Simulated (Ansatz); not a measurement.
Se

Input

```
crystal:
  lattice:
    - [3.8357991128, 0.0, 0.0]
    - [-1.9178995564, 3.3218994755, 0.0]
    - [0.0, 0.0, 6.0664798383]
  atoms:
    - { symbol: Se, position: [0.6666666667, 0.3333333333, 0.6946028351] }
    - { symbol: Se, position: [0.6666666667, 0.3333333333, 0.3053971649] }
    - { symbol: Se, position: [0.0, 0.0, 0.0] }
basis:
  ecutwfc: 420
kpoints:
  mp_grid: { grid: [12, 12, 8] }
  band_path:
    path:
      - [[0.0, 0.0, 0.0], [0.5, 0.0, 0.0], [0.33333333, 0.33333333, 0.0], [0.0, 0.0, 0.0], [0.0, 0.0, 0.5], [0.5, 0.0, 0.5], [0.33333333, 0.33333333, 0.5], [0.0, 0.0, 0.5]]
      - [[0.5, 0.0, 0.5], [0.5, 0.0, 0.0]]
      - [[0.33333333, 0.33333333, 0.5], [0.33333333, 0.33333333, 0.0]]
    npoints: 14
hamiltonian:
  xc: pbe
scf:
  occupations: { method: gaussian, width: 0.1 }
  n_extra_bands: 7
output:
  forces: true
  stress: true
  eigenvalues: true
  populations: true
  dos: { projected: true, de: 0.02, nscf_kmesh: { grid: [15, 15, 10] } }
  bader: true
  write_density: true
  write_potential: true
  elf: true
  volumetric_format: npy
```

Command:

```sh
ansatz run input.yaml --threads 1 --pin off --max-ram 2560MiB --backend cpu --events-out ev --progress --plain --runs-dir out
```

Below, planes, directions and counts refer to the conventional cell (a = 3.84 Å, b = 3.84 Å, c = 6.07 Å, α = 90.00°, β = 90.00°, γ = 120.00°).

Space group P-6m2; a structure generated by program, which may or may not match a known phase.

The calculation used DFT PBE, scalar-relativistic, plane waves, PAW (Ansatz).

The density is the valence pseudo-density of a PAW calculation; it isn't the true density close to the nuclei.

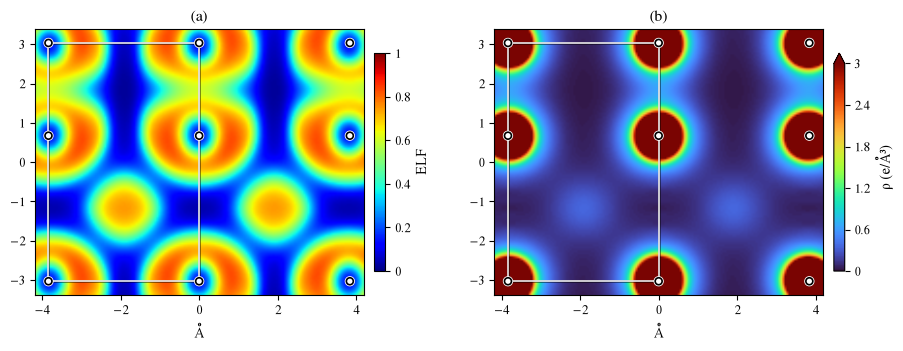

Figure 1. (a) ELF; (b) valence pseudo-density on the (010) plane of the conventional cell. Circles mark the nuclei in the plane (Se).

### Interpret the plot.

- The section cuts through Se sites.
- Se–Se (2.36 Å): ρ at the midpoint is about 0.65 e/Å³; the ELF peaks at about 0.70 between the atoms.
- Between the atoms the lowest density in this plane is 0.03 e/Å³.
- The ELF also peaks beside Se, away from the bonds: lone-pair regions.

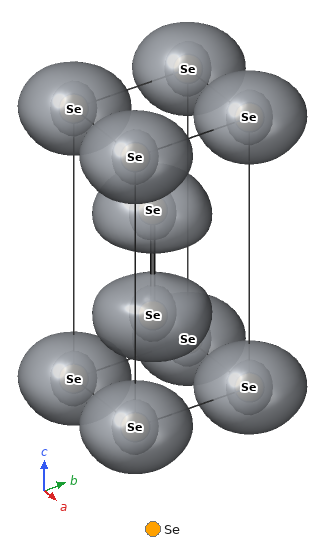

Figure 2. Isosurface of the electron localisation function at 0.65 (grey), seen slightly off an axis. Core shells and regions of very low density are left out. Sticks mark near contacts.

### What do the ELF domains correspond to?

The ELF exceeds this value in three regions wrapped around Se (the valence shell of each), counted in one cell of 3 atoms. Any copies at cell faces, edges or corners count once.

### Metal or insulator at this level of theory?

It is gapless in this calculation (a metal or semimetal).
